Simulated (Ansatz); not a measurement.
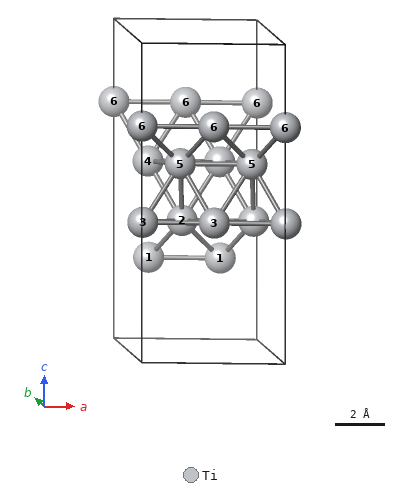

Figure 1. The structure (ball-and-stick view of the 2 × 1 repeat of the cell, with the vacuum cut short, seen slightly off an axis; atoms are numbered from 1 in the order of the input). An atom can appear more than once, as a periodic image.

Single-point calculation of Ti

Ti (slab, 6 atoms in the cell), computed with DFT PBE, scalar-relativistic, plane waves, PAW, no spin polarisation (Ansatz 0.2.0).

The structure derives from an entry of the Crystallography Open Database. It belongs to a series of runs on one base structure; here: repeats removed: 2. Figures and captions count atoms from 1; the log counts them from 0 in places.

Log
```
Warning: crystal.symmetry: narrowed to the stabiliser of the k-point mesh — unitary ops 2 → 1; excluded 1 operation that carries a point of the 12×7×1 mesh (shift [0, 0, 0]) off the mesh (the run samples exactly the mesh kpoints.mp_grid names, as under crystal.symmetry.detect: false, and its converged state has the mesh's symmetry, not the crystal's; ε∞, the Born charges and the force constants of a linear response (`dielectric:` by the response, `phonons.method: dfpt`) are averaged over those of the crystal's operations that the state keeps within a tolerance, where `mesh_tensors`, `unaveraged_element` or `gamma_mean_max_change_ev_ang2` stands beside them; a row that `dielectric.field_direction` solves alone is averaged likewise, with nothing beside; a Γ-centred mesh of equal divisions is mapped onto itself by every operation and keeps the whole group, as does a half-shifted one under kpoints.further_shifts: images)
Engine: ansatz 0.2.0, x86_64-unknown-linux-gnu
Pseudopotentials: kind: paw
Pseudopotential: Ti, paw, valence charge 12, recommended cutoff 420 eV (normal), Ti.paw.azcp
Functional definition: PBE
  parameter kappa = 0.804
  parameter beta = 0.06672455060314922
  exchange = pbe_x(kappa = kappa, mu = beta*pi^2/3)
  correlation = pbe_c(beta = beta)
Crystal: 6 atoms, lattice volume = 332.199 Å³
Basis set: ecut = 420 eV, 6463 PW (Γ), exchange–correlation on 40×80×288 points (8 copies of the dense FFT grid, shifted against one another)
Bands: 44, of which v1, the nominal top of the filled ones, is band 36 counted from 1 (35 counted from 0)
Symmetry: 1 space group operations
k-points: 43 of 84 (time reversal used)
Non-local potential: Ti, projectors of the file, l = 0: 3, l = 1: 2, l = 2: 3, l = 3: 1
PAW form: soft (Blöchl's): semilocal exchange-correlation on the pseudo side does not see the compensation charge
PAW one-centre angular grid: Ti, 590 points (default); XC on 64 Gauss nodes
Initial density: superposition of atomic densities (neutral atoms: chi_scale 0, normalization atom), corrected by the library's trained network
Initial wavefunctions: pseudopotential atomic-orbital guess
Functional: x = pbe(κ = 0.804, μ = 0.2195149727645171), c = pbe(β = 0.06672455060314922)
SCF iter   1: F=—  HF=-14992.835456 eV  |F-HF|=—  |Δ(HF+E_count)|=         —  Δρ=5.98e-3  dr2=1.62e-1  ethr=1.77e-3  p=-0.000 e·Å  D=-2.05e-12 V/Å  ΔV_dip=0.00 eV  dr2_dipole=1.87e-8  V_vac-E_F(+/−)=3.16/3.16 eV  ⟨swp⟩=9.6  Hψ=9272  notcnv=0
efield: sawtooth ramp at fractional position 0.9800 (placed from the atoms, in the widest stretch of the axis that holds none; the zero of the levels goes with the place), width 0.0400; the density the first Hamiltonian is built on has a dipole p = -0.000 e·Å; the dipole correction subtracts the counter field D = -2.05e-12 V/Å, which shifts the + side's vacuum level by +0.00 eV against the − side's; the planar-averaged density in the ramp window peaks in size at 4.7e-5 e/Å³
preconditioner: auto → LDOS  [metal: Δε(μ)=0.015 eV  Ē_g=1.934 eV  σ=0.100 eV  W_gap=0.08  n_scr=36 (ndim 8)  ℏωp=10.0 eV  f_vac=0.557  D(μ)=10.29/eV (n_scr^D=62)  β→1.0]
SCF iter   2: F=—  HF=-14992.826703 eV  |F-HF|=—  |Δ(HF+E_count)|=   8.75e-3  Δρ=2.98e-3  dr2=4.46e-2  ethr=2.26e-4  p=0.000 e·Å  D=1.28e-5 V/Å  ΔV_dip=-0.00 eV  dr2_dipole=1.09e-6  V_vac-E_F(+/−)=3.14/3.14 eV  ⟨swp⟩=2.4  Hψ=3199  notcnv=0  defer=13
SCF iter   3: F=—  HF=-14992.822571 eV  |F-HF|=—  |Δ(HF+E_count)|=   4.13e-3  Δρ=8.26e-4  dr2=4.47e-3  ethr=6.19e-5  p=0.000 e·Å  D=1.22e-5 V/Å  ΔV_dip=-0.00 eV  dr2_dipole=2.88e-9  V_vac-E_F(+/−)=3.14/3.14 eV  ⟨swp⟩=2.0  Hψ=2702  notcnv=0  defer=13
SCF iter   4: F=—  HF=-14992.822473 eV  |F-HF|=—  |Δ(HF+E_count)|=   9.76e-5  Δρ=2.49e-4  dr2=2.88e-4  ethr=6.22e-6  p=0.000 e·Å  D=8.11e-6 V/Å  ΔV_dip=-0.00 eV  dr2_dipole=2.48e-8  V_vac-E_F(+/−)=3.12/3.12 eV  ⟨swp⟩=2.0  Hψ=2396  notcnv=0  defer=13
SCF iter   5: F=—  HF=-14992.822495 eV  |F-HF|=—  |Δ(HF+E_count)|=   2.22e-5  Δρ=7.90e-5  dr2=5.13e-5  ethr=4.00e-7  p=0.000 e·Å  D=8.29e-6 V/Å  ΔV_dip=-0.00 eV  dr2_dipole=6.15e-9  V_vac-E_F(+/−)=3.11/3.11 eV  ⟨swp⟩=2.1  Hψ=2553  notcnv=0  defer=13
SCF iter   6: F=—  HF=-14992.822454 eV  |F-HF|=—  |Δ(HF+E_count)|=   4.17e-5  Δρ=2.85e-5  dr2=9.95e-6  ethr=7.12e-8  p=0.000 e·Å  D=4.01e-6 V/Å  ΔV_dip=-0.00 eV  dr2_dipole=2.53e-10  V_vac-E_F(+/−)=3.10/3.10 eV  ⟨swp⟩=2.0  Hψ=2421  notcnv=0  defer=11
SCF iter   7: F=—  HF=-14992.822455 eV  |F-HF|=—  |Δ(HF+E_count)|=   1.16e-6  Δρ=1.24e-5  dr2=1.17e-6  ethr=1.38e-8  p=0.000 e·Å  D=2.49e-6 V/Å  ΔV_dip=-0.00 eV  dr2_dipole=3.84e-13  V_vac-E_F(+/−)=3.10/3.10 eV  ⟨swp⟩=2.1  Hψ=2444  notcnv=0  defer=11
SCF iter   8: F=—  HF=-14992.822455 eV  |F-HF|=—  |Δ(HF+E_count)|=   9.33e-8  Δρ=5.64e-6  dr2=1.83e-7  ethr=1.62e-9  p=0.000 e·Å  D=2.46e-7 V/Å  ΔV_dip=-0.00 eV  dr2_dipole=1.36e-10  V_vac-E_F(+/−)=3.10/3.10 eV  ⟨swp⟩=2.7  Hψ=3388  notcnv=0  defer=11
SCF iter   9: F=-14992.822455 eV  HF=-14992.822455 eV  |F-HF|=1.01e-9  |Δ(HF+E_count)|=   5.52e-8  Δρ=1.61e-6  dr2=1.14e-8  ethr=1.39e-10  p=0.000 e·Å  D=3.51e-7 V/Å  ΔV_dip=-0.00 eV  dr2_dipole=2.75e-11  V_vac-E_F(+/−)=3.10/3.10 eV  ⟨swp⟩=10.9  Hψ=7642  notcnv=0
SCF 1 converged in 9 iterations: F = -14992.822455 eV  dr2 = 1.14e-8
  greatest PAW one-centre occupation: 0.999 electrons in one spin orbital (limit 2), on the Ti atom at site 2 (counted from 0), in its partial waves of l = 0
```

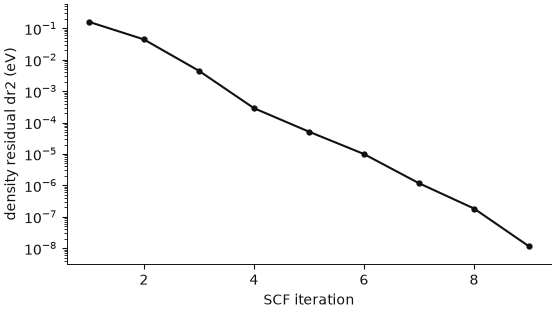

Figure 2. Convergence of the self-consistent field: density residual dr2 against the SCF iteration. The residual falls at every step.

```
SCF converged after 9 iterations
Free energy (F): -14992.822455 eV
Harris-Foulkes:  -14992.822455 eV  (|F-HF|=1.01e-9)
Internal energy: -14992.768518 eV  (E = F + TS)
E sigma→0 (E₀):  -14992.795486 eV
Entropy (-TS):   -0.053937 eV (-8.990 meV/atom)
Fermi energy:    2.128844 eV
Dipole field:    D = 0.000006 V/Å  (p = 0.000011 e·Å, saw-weighted, corrected)
Work function:   Φ+ = 3.0969 eV   Φ− = 3.0970 eV
Levels:          The Fermi level and band energies are counted from a zero that moves with the ramp; work functions are not
--- Per-component energies (eV) ---
  E_band       = -1754.026932
  E_kinetic    = 1622.334385
  E_local      = -52991.342157  (includes V_loc(G=0)·N_el)
  E_nonlocal   = 54.111131
  E_hartree    = 25654.308603
  E_xc         = -576.629687
  E_vxc        = -720.525239  (∫ρ·V_xc dr)
  E_paw        = -6286.718017  (= ΣΔE_a)
  E_vpaw       = -1027.232669  (= ΣTr[D̂ρ^β])
  E_aug_tail   = 0.000708  (compensation charges beyond the density's cutoff)
  E_efield     = 0.000000  (sawtooth field / dipole correction)
  E_vefield    = 0.000000  (∫n·V_field dr)
  E_ewald      = 17531.166516
  E_smearing   = -0.053937  (= −TS)
  E_closure    = -0.000000  (closes the sum)
  Σ components = -14992.822455   (vs F -14992.822455, Δ=0.00e0)
--- Forces (eV/Å), atoms counted from 1 ---
  atom   1  Ti     0.00003842     0.03051813     1.10947254
  atom   2  Ti    -0.00038958     0.44120493    -0.40509535
  atom   3  Ti     0.00029394    -0.34919806    -0.32524408
  atom   4  Ti    -0.00029384     0.34918826     0.32524715
  atom   5  Ti     0.00038945    -0.44119416     0.40508073
  atom   6  Ti    -0.00003825    -0.03051630    -1.10946377
  max |Σ_I F_I| component: 2.80e-6 eV/Å
--- Stress (GPa, compression-positive) ---
       -1.936469       0.001019       0.000108
        0.001019      -2.740391      -0.333987
        0.000108      -0.333987      -2.583858
  P = ⅓ Tr σ = -2.4202 GPa (-24.202 kbar)
--- Band table (eV; the first three rows and the last of 43) ---
  k-point 0: bands = ["-55.0355", "-55.0352", "-54.6517", "-54.5808", "-54.5498", "-54.5471", "-31.4613", "-31.4511", "-31.3680", "-31.3675", "-31.1389", "-31.0788", "-31.0101", "-30.9895", "-30.9887", "-30.8054", "-30.7578", "-30.7100", "-30.7005", "-30.6666", "-30.6573", "-30.6534", "-30.5842", "-30.5604", "-3.2298", "-1.7141", "-0.3286", "-0.0368", "0.1116", "0.1288", "1.0839", "1.1064", "1.5537", "1.8635", "2.1527", "2.1969", "2.4085", "2.5663", "2.7538", "3.0425", "3.1014", "3.1439", "3.1987", "3.3075"]
  k-point 1: bands = ["-55.0355", "-55.0352", "-54.6478", "-54.5800", "-54.5590", "-54.5428", "-31.4586", "-31.4493", "-31.3697", "-31.3669", "-31.1230", "-31.0672", "-31.0011", "-30.9898", "-30.9888", "-30.8218", "-30.7493", "-30.7184", "-30.7089", "-30.6717", "-30.6576", "-30.6421", "-30.6048", "-30.5625", "-3.1051", "-1.6195", "-0.3189", "-0.2234", "0.0098", "0.2807", "1.0268", "1.1602", "1.5277", "1.8543", "2.2027", "2.2604", "2.3852", "2.5676", "2.6404", "2.9399", "3.0991", "3.1197", "3.1329", "3.1873"]
  k-point 2: bands = ["-55.0354", "-55.0352", "-54.6366", "-54.5841", "-54.5668", "-54.5424", "-31.4525", "-31.4456", "-31.3725", "-31.3666", "-31.0803", "-31.0415", "-30.9905", "-30.9891", "-30.9722", "-30.8498", "-30.7669", "-30.7215", "-30.7200", "-30.6793", "-30.6590", "-30.6585", "-30.6209", "-30.5690", "-2.7446", "-1.3650", "-0.7742", "-0.3075", "0.0801", "0.3214", "0.9087", "1.3408", "1.4848", "1.8337", "2.2639", "2.3851", "2.3985", "2.4440", "2.5746", "2.7871", "2.8835", "2.9767", "3.0298", "3.0436"]
  k-point 42: bands = ["-54.9983", "-54.9983", "-54.5645", "-54.5584", "-54.5422", "-54.5259", "-31.4000", "-31.3995", "-31.3353", "-31.3315", "-31.3259", "-31.3254", "-31.0865", "-31.0524", "-31.0318", "-30.9800", "-30.8949", "-30.8416", "-30.8211", "-30.7769", "-30.7548", "-30.7103", "-30.6924", "-30.6775", "-0.0758", "0.0872", "0.1632", "0.3459", "0.7430", "1.0750", "1.1145", "1.2984", "1.4477", "1.6631", "1.7023", "1.8380", "1.8585", "2.4484", "2.5976", "2.6424", "3.0199", "3.2196", "3.3150", "3.3454"]
```

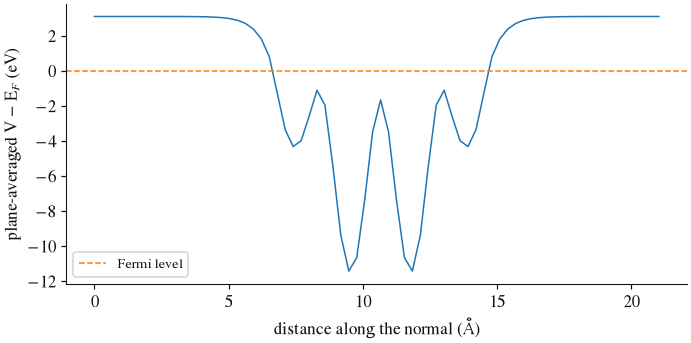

Figure 3. Plane average of the electrostatic potential energy of an electron across the cell, from the Fermi level. The vacuum level lies 3.10 eV above the Fermi level.

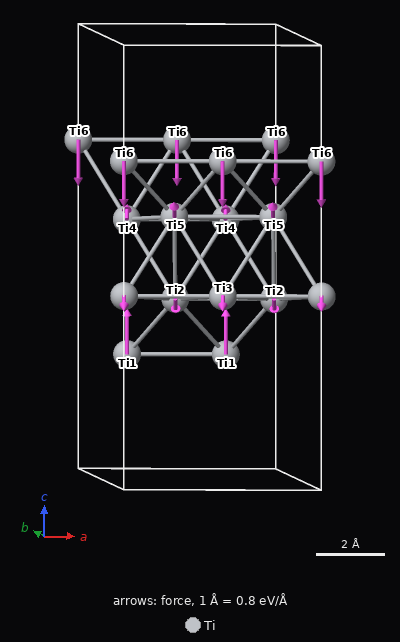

Figure 4. Forces on the atoms as pink arrows (ball-and-stick view of the 2 × 1 repeat of the cell, with the vacuum cut short, seen slightly off an axis; atoms are numbered from 1 in the order of the input). The largest act on Ti1, Ti6 (1.11 eV/Å); Ti2, Ti5 (0.60 eV/Å); Ti3, Ti4 (0.48 eV/Å). The geometry is not a stationary point of this energy.

This output came from the following input.

Input file
```yaml
crystal:
  lattice:
    - [2.9384580613, 0.0, 0.0]
    - [-1.4692290307, 5.3013487498, 0.0]
    - [0.0, 0.0, 21.3251901764]
  atoms:
    - { symbol: Ti, position: [0.4422069682, 0.8844139365, 0.3516967463] }
    - { symbol: Ti, position: [0.7882169229, 0.5764338458, 0.4389339544] }
    - { symbol: Ti, position: [0.0574189138, 0.1148378276, 0.456381396] }
    - { symbol: Ti, position: [0.4034288685, 0.8068577369, 0.543618604] }
    - { symbol: Ti, position: [0.6726308594, 0.3452617188, 0.5610660456] }
    - { symbol: Ti, position: [0.018640814, 0.0372816281, 0.6483032537] }
basis:
  ecutwfc: 420
kpoints:
  mp_grid: { grid: [12, 7, 1] }
hamiltonian:
  xc: pbe
scf:
  occupations: { method: gaussian, width: 0.1 }
output:
  forces: true
  stress: true
  eigenvalues: true
efield:
  axis: 3
  dipole_correction: true
  ramp_width: 0.04
```

Command:
```bash
ansatz run input.yaml --threads 1 --pin off --max-ram 2560MiB --backend cpu --events-out ev --progress --plain --runs-dir out
```

Results in brief

```csv
quantity,value
outcome,converged
electrons treated,72
free energy,−14992.8225 eV
"work function, top face",3.10 eV
"work function, bottom face",3.10 eV
Fermi energy,2.129 eV
gap on the k-point mesh,none (metallic)
work function (upper face),3.10 eV
largest force (length of the vector),1.110 eV/Å
hardware,"1 thread of Oxide Virtual Turin-like (Zen 5), 32 GiB of memory available, shared host"
wall time,47 s
peak memory,0.76 GiB
```

Remarks

Warnings of the run: the k-point mesh lowers the symmetry that the run can use.
